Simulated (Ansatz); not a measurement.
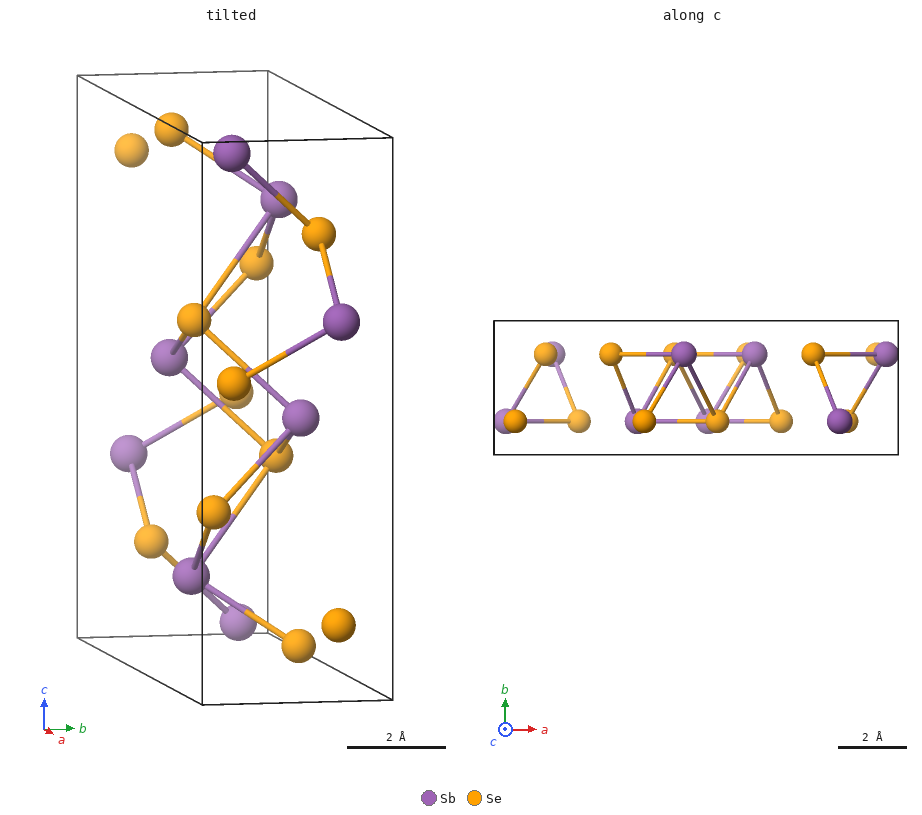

We look at a ball-and-stick model of the crystal slightly off an axis and along the c axis. The conventional unit cell is drawn as a box.

Sb2Se3, space group Pnma (No. 62), a = 12.023 Å, b = 3.989 Å, c = 11.587 Å, α = 90.00°, β = 90.00°, γ = 90.00°. Origin of the cell: a structure listed in the Materials Project. Earlier steps of the study may have refined or changed the cell and positions. It was run through Ansatz as a DFT input.

This one geometry was computed with Ansatz (DFT, plane waves, PAW) at five levels of theory: PBE0, PBE, PBE with spin-orbit coupling, HSE06 and r2SCAN.

Q: Which level gives the highest pressure at this volume, and what does that say about its equilibrium volume?

A: Highest: PBE (2.1 GPa) and PBE with spin-orbit coupling (2.1 GPa), which points to the largest equilibrium volume. Lowest, with the smallest volume: PBE0 (-0.1 GPa) and HSE06 (0.0 GPa). Levels within 0.5 GPa of each other can't be told apart.

Q: How does the band gap change with the level of theory?

A: PBE with spin-orbit coupling: a gap of 0.81 eV, indirect; PBE: a gap of 0.89 eV, indirect; r2SCAN: a gap of 1.13 eV, indirect; HSE06: a gap of 1.40 eV, indirect; PBE0: a gap of 1.95 eV, indirect.

Q: Collect the results in a table.

A:
| level | cutoff (eV) | k-mesh of the run's cell | gap (eV) | pressure (GPa) |
| --- | --- | --- | --- | --- |
| PBE0 | 420 | 2×4×2 | 1.95 | -0.1 |
| PBE | 420 | 2×6×2 | 0.89 | 2.1 |
| PBE with spin-orbit coupling | 420 | 2×6×2 | 0.81 | 2.1 |
| HSE06 | 420 | 2×4×2 | 1.40 | 0.0 |
| r2SCAN | 500 | 2×6×2 | 1.13 | 0.9 |

Gaps are taken on the k-mesh or band path of each run.
